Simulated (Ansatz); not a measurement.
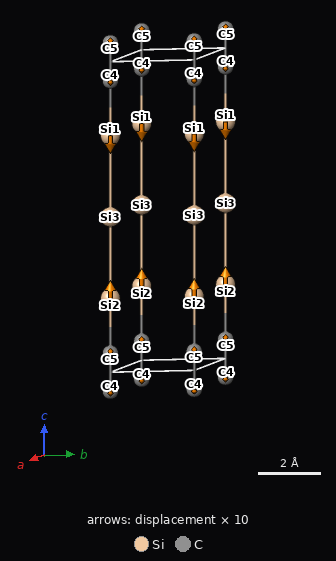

A relaxation of crystalline Si₃C₂ (a generated structure, set up in P6/mmm). The starting structure is drawn; orange arrows show the displacements (the part carried along by the change of the cell is left out), magnified 10 times.

Style: ball-and-stick. Shown: the cell of the calculation, slightly off an axis.

Method: Ansatz, DFT PBE, scalar-relativistic, plane waves, PAW.

Input file:
```yaml
crystal:
  lattice:
    - [2.7579483394, 0.0, 0.0]
    - [-1.3789741697, 2.3884533242, 0.0]
    - [0.0, 0.0, 10.226688105]
  atoms:
    - { symbol: Si, position: [0.0, 0.0, 0.7620955146] }
    - { symbol: Si, position: [0.0, 0.0, 0.2379044854] }
    - { symbol: Si, position: [0.0, 0.0, 0.5] }
    - { symbol: C, position: [0.0, 0.0, 0.9395726923] }
    - { symbol: C, position: [0.0, 0.0, 0.0604273077] }
basis:
  ecutwfc: 420
kpoints:
  mp_grid: { grid: [18, 18, 4] }
hamiltonian:
  xc: pbe
scf:
  occupations: { method: gaussian, width: 0.1 }
output:
  forces: true
  stress: true
  eigenvalues: true
  write_density: true
  write_potential: true
  elf: true
  volumetric_format: npy
relax:
  adjacent_minimum: "off"
  f_tol: 0.01
  max_steps: 80
  cell: { stress_tol: 0.05 }
```

Run as
```bash
ansatz run input.yaml --threads 1 --pin off --max-ram 2560MiB --backend cpu --events-out ev --progress --plain --runs-dir out
```

Which element moves most?

Answer. Silicon: up to 0.062 Å, against 0.018 Å for carbon.

What happened in the run?

Answer. The largest moves relative to the cell, 0.062 Å, are those of Si1 and Si2. Si1 goes along −c. By element the largest moves are Si 0.062 Å, C 0.018 Å. The drawn cell changes as follows: a = b 2.758 → 2.771 Å (+0.5 %), c 10.227 → 9.995 Å (−2.3 %); the volume changes by −1.4 %. Among the contacts that change: Si1–Si3 2.680 → 2.558 Å, C4–C5 1.236 → 1.245 Å. The space group stays P6/mmm (No. 191). Over 6 accepted moves (8 points after the start) the energy falls by 7.1 meV per atom. Largest force component: 0.67 eV/Å at the start, 0.00011 eV/Å at the end. The pressure goes from 0.03 to 0.00 GPa. At 2 points the geometry stayed and the basis and grid were re-selected for the new cell (energy shift of 0.1 meV per atom at most each time).
